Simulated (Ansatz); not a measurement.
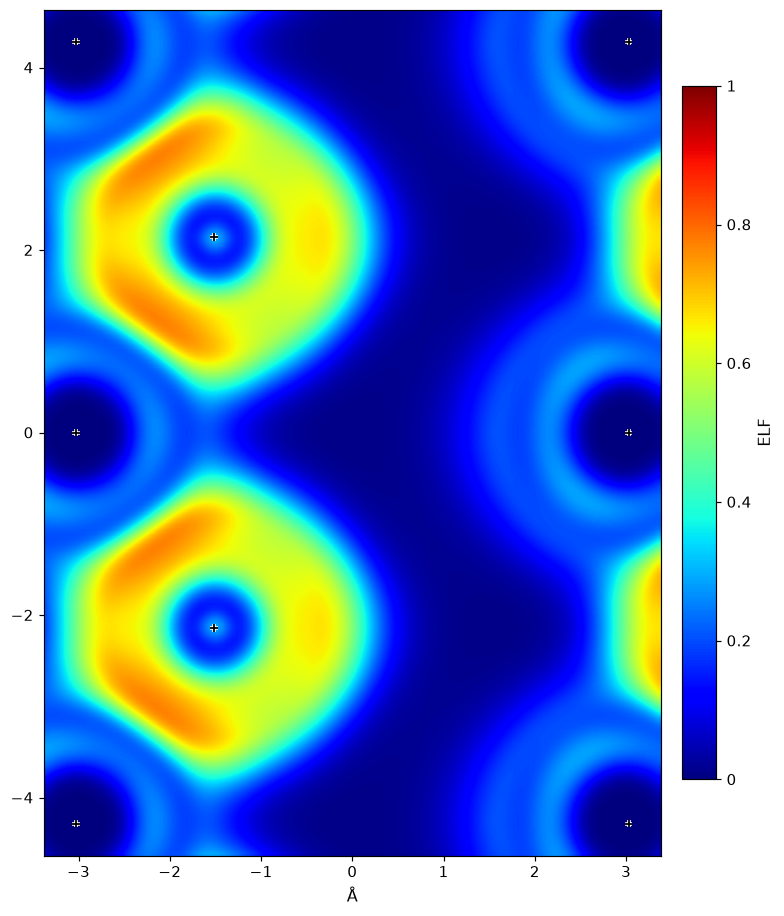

The ELF on a plane through atoms (crosses mark nuclei in the plane).

The calculation used DFT HSE06, spin-orbit coupling, plane waves, PAW in Ansatz 0.2.0.

Candidates:
A. HfS₂, a = 3.47 Å, b = 3.47 Å, c = 5.35 Å, α = 90.00°, β = 90.00°, γ = 120.00°. Space group P-3m1; a structure from a database of computed crystals, not necessarily the ambient phase.
B. InAs, a = 6.06 Å, b = 6.06 Å, c = 6.06 Å, α = 90.00°, β = 90.00°, γ = 90.00°. Space group F-43m; a generated structure, not necessarily the stable one.

Which system is this?

Answer. Candidate B: InAs on the (101) plane of the conventional cell, which holds In and As. In–As (2.62 Å): the ELF peaks at about 0.75 between the atoms (localised, covalent bonding).
